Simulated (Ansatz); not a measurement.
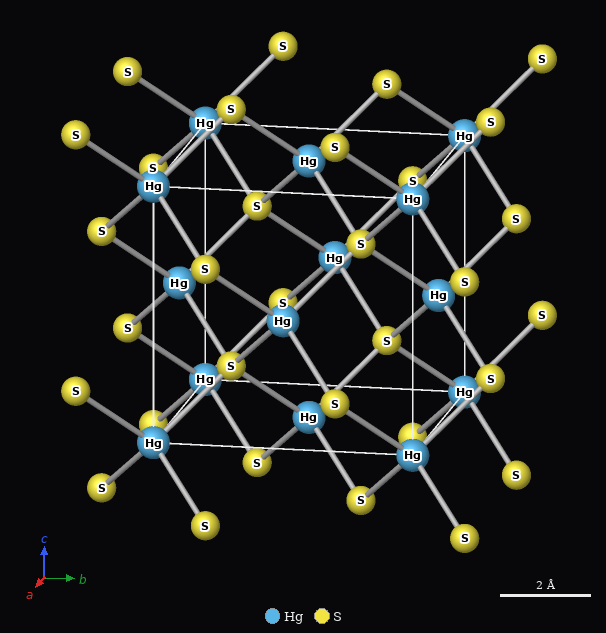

An orthographic ball-and-stick view of the structure, slightly off an axis. Thin lines show the conventional unit cell, with boundary atoms drawn in all their periodic places. Periodic images bonded to atoms of the box are shown as well.

HgS, space group F-43m (No. 216), a = 5.93 Å, b = 5.93 Å, c = 5.93 Å, α = 90.00°, β = 90.00°, γ = 90.00°.

The calculation used DFT, PBE0, plane waves, PAW in Ansatz, with an energy cutoff of 420 eV, k-points about 0.31 Å⁻¹ apart, no spin polarisation.

Is it conducting or gapped at this level?

A semiconductor at this level, with a gap of 0.95 eV, direct.

What pressure does the calculation give for this cell?

The computed pressure is -0.3 GPa (stretched: it would shrink).

It goes back to a structure type filled with these elements by a generator (whether the compound takes this form wasn't checked). Earlier steps of the study may have refined or changed the cell and positions. Ansatz was used for an electronic-structure calculation on it.
